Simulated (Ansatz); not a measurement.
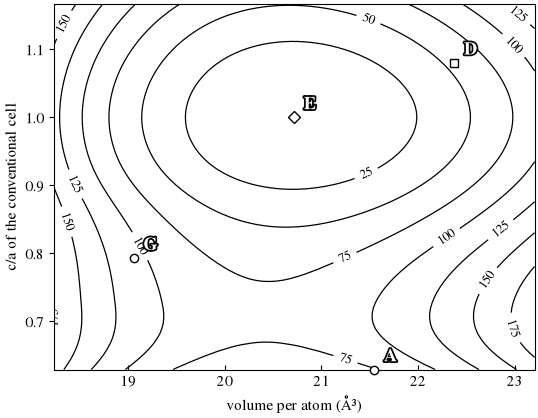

Hf (Fm-3m, No. 225; 1 atom in the cell). The energy is mapped over volume and the cell's shape. The first coordinate is: volume per atom; the second: c/a of the conventional cell. Nothing is relaxed (symmetry fixes all fractional coordinates). The scan uses a 7 × 9 grid. Points are written as (first, second). All energies are given in meV/atom relative to the lowest grid point. Level of theory: DFT LDA, scalar-relativistic, plane waves, PAW in Ansatz. Settings: cutoff 420 eV, k-mesh 20×20×20, gaussian smearing 0.15 eV, no spin polarisation.

The picture shows contour lines labelled in meV/atom, lettered points. Between grid points the surface is interpolated.

### Which space group has the cell at each letter?

A: I4/mmm; D: I4/mmm; E: Fm-3m; G: I4/mmm.

### What kind of point is each of D, E, G: minimum, saddle, maximum or slope?

D: on a slope; E: minimum; G: on a slope. (In these two coordinates alone; a stationary point may lie a little off the grid point.)
